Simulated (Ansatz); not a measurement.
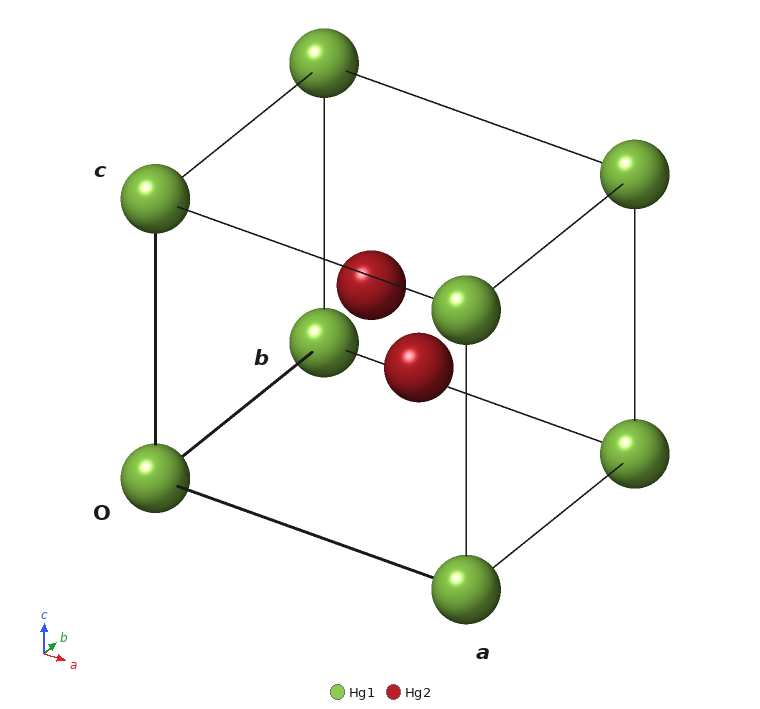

One unit cell; atoms that symmetry makes equivalent share a colour (atoms on faces, edges and corners are repeated). Crystal: Hg, the end point of a relaxation with DFT, BLYP, plane waves (420 eV) with PAW, scalar-relativistic in Ansatz 0.2.0; the starting structure was generated, so it need not be a known form of this composition. Geometry calculated from the standardised cell; symmetry tolerance 0.002 Å.

a = 9.383 Å, b = 9.383 Å, c = 5.646 Å, α = 90.00°, β = 90.00°, γ = 120.00°; space group P6/mmm, No. 191.

One atom of each site: Hg1 (0, 0, 0); Hg2 (1/3, 2/3, 1/2).

> Give the multiplicity, Wyckoff letter and site symmetry of each site.

```csv
site,Wyckoff,symmetry
Hg1,1a,6/mmm
Hg2,2d,-6m2
```

> How many free positional parameters does the structure have?

0: Hg1 0, Hg2 0.
